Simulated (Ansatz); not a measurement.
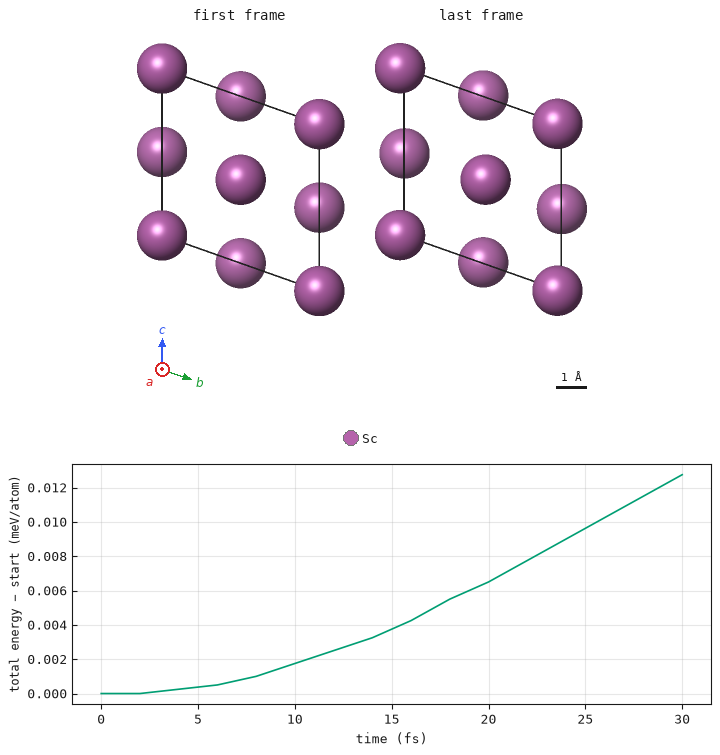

First-principles dynamics of a 4-atom cell of Sc (set up in Fm-3m), 30 fs long. The picture is a spheres-only view of the reduced simulation cell, seen along the a axis. Lengths and directions refer to the drawn axes.

Theory: DFT, PBEsol, PAW with Ansatz's default frozen-core files, scalar-relativistic in Ansatz 0.2.0. Run with plane-wave cutoff 420 eV; k-point mesh 4 × 4 × 7; Fermi-Dirac smearing 0.08 eV; constant energy (NVE); velocities drawn for 300 K; time step 2 fs.

Input
```yaml
crystal:
  lattice:
    - [0.0, 4.6536924094, 4.6536924094]
    - [4.6536924094, 0.0, 4.6536924094]
    - [2.3268462047, 2.3268462047, 0.0]
  atoms:
    - { symbol: Sc, position: [0.0, 0.0, 0.0] }
    - { symbol: Sc, position: [0.0, 0.5, 0.0] }
    - { symbol: Sc, position: [0.5, 0.0, 0.0] }
    - { symbol: Sc, position: [0.5, 0.5, 0.0] }
kpoints:
  mp_grid: { grid: [4, 4, 7] }
scf:
  occupations: { method: fermi_dirac, width: 0.08 }
hamiltonian:
  xc: pbesol
  pseudopotentials: { kind: paw }
output:
  forces: true
  stress: true
md:
  timestep: 2.0
  n_steps: 15
  ensemble: nve
  temperature: 300
  initial_velocities: maxwell_boltzmann
  seed: 384101
```

Launched with:
```bash
ansatz run input.yaml --threads 2 --pin off --max-ram 4096MiB --backend cpu --events-out ev --progress --plain --runs-dir out
```

### Is this trajectory numerically sound?

The total energy stays between 0 and 0.013 meV per atom of its start. A straight-line fit has a slope that amounts to +0.013 meV per atom over 30 fs (under 0.1 % of the mean kinetic energy), and the ripple about it is under 0.1 % of the kinetic energy's fluctuation. With a drift under 2 % and a ripple under 7 %, the integration is accurate. The mean temperature in the second half is 199 K (standard deviation 32 K). The potential energy is still drifting at the end, so the run hasn't reached equilibrium. The potential energy in the second half lies on average 9.8 meV per atom above the first frame. The mean pressure there is −2.8 GPa.

The run took 43 s on 2 threads of Intel(R) Xeon(R) 6975P-C (Granite Rapids), with other jobs on the host, peak memory 0.58 GiB.
